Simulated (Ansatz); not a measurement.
```cif
data_structure
_symmetry_space_group_name_H-M 'P 1'
_symmetry_Int_Tables_number 1
_cell_length_a 3.1458
_cell_length_b 3.1458
_cell_length_c 16.9534
_cell_angle_alpha 90.000
_cell_angle_beta 90.000
_cell_angle_gamma 120.000
_cell_volume 145.29
loop_
_atom_site_label
_atom_site_type_symbol
_atom_site_fract_x
_atom_site_fract_y
_atom_site_fract_z
_atom_site_occupancy
W1 W 0.66667 0.33333 0.00000 1
S1 S 0.33333 0.66667 0.90758 1
S2 S 0.33333 0.66667 0.09242 1
```

Space group P-6m2; a structure from a database of computed crystals, not necessarily the ambient phase.

Method: DFT PBEsol, scalar-relativistic, plane waves, PAW (Ansatz).

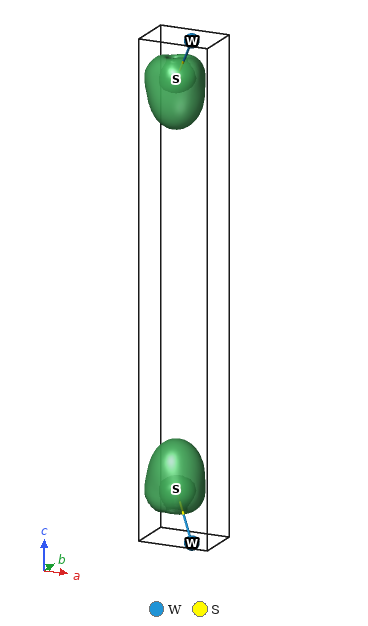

WS$_{2}$. Isosurface of the electron localisation function at 0.75 (green), seen slightly off an axis. Core shells and regions of very low density are left out. Sticks mark near contacts.

In a PAW calculation such maps are meaningful between the atoms, not at the nuclei.

Question: Where are the electrons localised?

Answer: The surface consists of two regions wrapped around S (the valence shell of each), counted in one cell of 3 atoms. Any copies at cell faces, edges or corners count once. Profiles from the grid: W–S (2.40 Å): the ELF peaks at about 0.85 in the valence shell of S, 0.8 Å from its nucleus, and is about 0.50 at the midpoint.
